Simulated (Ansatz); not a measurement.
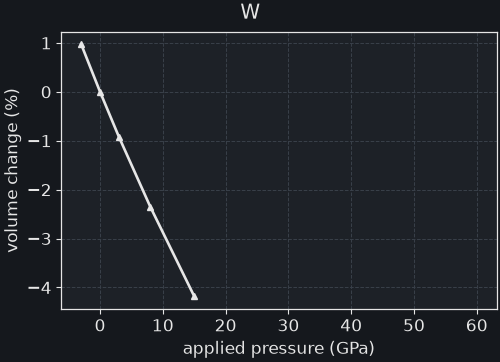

The figure shows the volume change against applied pressure for W, space group Im-3m (No. 229).

Cell as given: a = 2.744 Å, b = 2.744 Å, c = 2.744 Å, α = 109.47°, β = 109.47°, γ = 109.47°; 1 atom.

Method: volume, enthalpy and cell of a crystal along a series of hydrostatic pressures at zero temperature, keeping its symmetry; changes are against the given cell; the k mesh follows the cell and the gap; plane waves with PAW datasets, Γ-centred k mesh (Ansatz 0.2.0). Level: r2SCAN, no spin polarisation.

- wave cutoff: 500 eV
- occupations: Gaussian
- k mesh at zero pressure: 18×18×18
- smearing width at zero pressure: 0.1 eV

The points at applied pressure 30 GPa and 60 GPa are left out of the plot. What values does the calculation give there?

```
applied pressure (GPa)  volume change (%)
                    30              -7.60
                    60             -13.11
```
